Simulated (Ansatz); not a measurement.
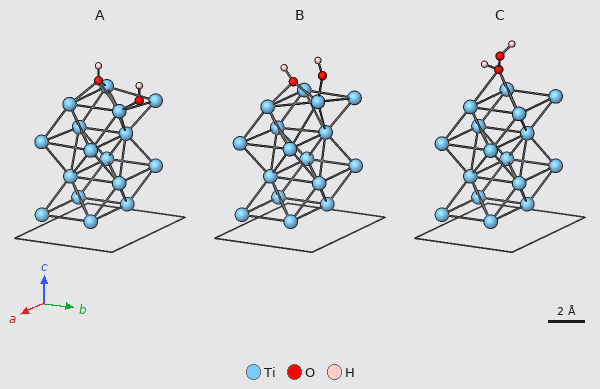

3 geometries from one constrained relaxation of a slab of composition Ti₈HO (cut from the P6_3/mmc phase), in shuffled order. A ball-and-stick model of the cell of the calculation, outlined in the plane, without the vacuum (origin shifted), seen from a free direction.

Case: 1 H2O2 a cell, donor, over a hollow Ti-Ti-Ti site. The slab is the (0 0 1) face of Ti with H2O2 on it. 8 atoms are held fixed.

All numbers below come from DFT PBE+D3(BJ), scalar-relativistic, plane waves, PAW (Ansatz 0.2.0). Settings: plane-wave cutoff 420 eV; k-point mesh 4 × 4 × 1; occupations gaussian; smearing width 0.1 eV; no spin polarisation; dipole correction; atoms relaxed in a fixed cell; force threshold 0.04 eV/Å; at most 100 steps.

Question: Put them in the order of the run, from the start to the converged end.

Answer: C, B, A. They are steps 0, 13, 27, at +8.219 eV per cell of the calculation, +1.483 eV per cell of the calculation relative to the last. The largest move is that of an O atom, 3.44 Å at 57° to the normal (−c side). Largest moves by element: O 3.44 Å, H 3.15 Å, Ti 0.28 Å. The cell doesn't change. Among the contacts that change: O–Ti 5.355 → 2.135 Å, O–Ti 5.173 → 2.136 Å, O–O 1.317 → 3.336 Å, O–Ti 3.642 → 2.137 Å. New bonds form, among them: O–Ti (3.64 → 2.14 Å), O–Ti (5.17 → 2.14 Å), O–Ti (5.35 → 2.14 Å). Bonds break, among them: O–O (1.32 → 3.34 Å). Among the angles between lasting bonds that change: Ti–O–H 68.0° → 127.4°, Ti–O–H 80.2° → 127.5°, Ti–O–Ti 62.7° → 86.7°. The energy falls by 8.219 eV per cell of the calculation in 27 geometry steps. The largest force component goes from 5.4 to 0.011 eV/Å. The run may lie on a higher electronic state than the lowest, so the end point isn't shown to be the ground-state structure.

Limits of the set-up: the periodic images lie only 5.8 Å apart, so the values are limited by the cell's size.
